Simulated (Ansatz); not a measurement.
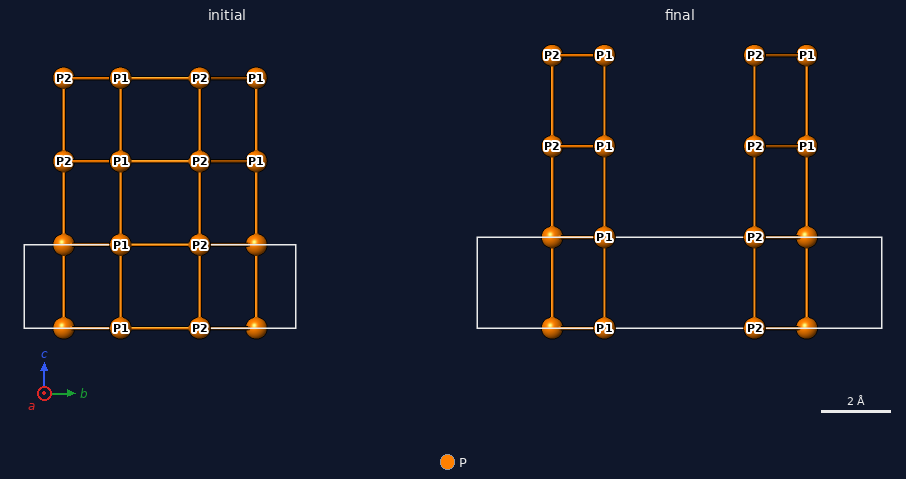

The structure of solid P (a generated structure, set up in Cmmm) before (left) and after (right) a relaxation, at one scale.

The picture is a ball-and-stick view of the conventional cell (2 times the calculation's cell), repeated 1 × 1 × 3 with one cell outlined, seen along the a axis. Lengths and directions refer to the drawn axes.

Computed with DFT PBE, scalar-relativistic, plane waves, PAW in Ansatz.

Input file:
```yaml
crystal:
  lattice:
    - [1.7663547874, -3.9450367423, 0.0]
    - [1.7663547874, 3.9450367423, 0.0]
    - [0.0, 0.0, 2.4208208032]
  atoms:
    - { symbol: P, position: [0.6456375168, 0.3543624832, 0.0] }
    - { symbol: P, position: [0.3543624832, 0.6456375168, 0.0] }
basis:
  ecutwfc: 420
kpoints:
  mp_grid: { grid: [18, 18, 22] }
hamiltonian:
  xc: pbe
scf:
  occupations: { method: gaussian, width: 0.1 }
output:
  forces: true
  stress: true
  eigenvalues: true
relax:
  adjacent_minimum: "off"
  f_tol: 0.01
  max_steps: 80
  cell: { stress_tol: 0.05 }
```

Launched with:
```bash
ansatz run input.yaml --threads 1 --pin off --max-ram 2560MiB --backend cpu --events-out ev --progress --plain --runs-dir out
```

Question: What changed between the two?

Answer: Over 26 accepted moves (32 points after the start) the energy falls by 0.114 eV per cell of the calculation. Largest force component: 0.17 eV/Å at the start, 0.00022 eV/Å at the end. The pressure goes from 0.08 to 0.00 GPa. The line search rejected the trial steps at points 4, 10 of the run. At 4 points the geometry stayed and the basis and grid were re-selected for the new cell (energy shift of 23.1 meV per cell of the calculation at most each time). The largest moves relative to the cell, 0.47 Å, are those of P1 and P2. P2 goes along +b. The volume changes by +49.3 %, with a 3.533 → 3.248 Å (−8.1 %), b 7.890 → 11.747 Å (+48.9 %), c 2.421 → 2.640 Å (+9.1 %). Near-neighbour distances that change, for instance: P1–P2 2.298 → 4.356 Å, P1–P1 2.421 → 2.640 Å, P1–P2 (another image) 2.415 → 2.223 Å. Bonds break: P1–P2 (2.30 → 4.36 Å). The space group stays Cmmm (No. 65).
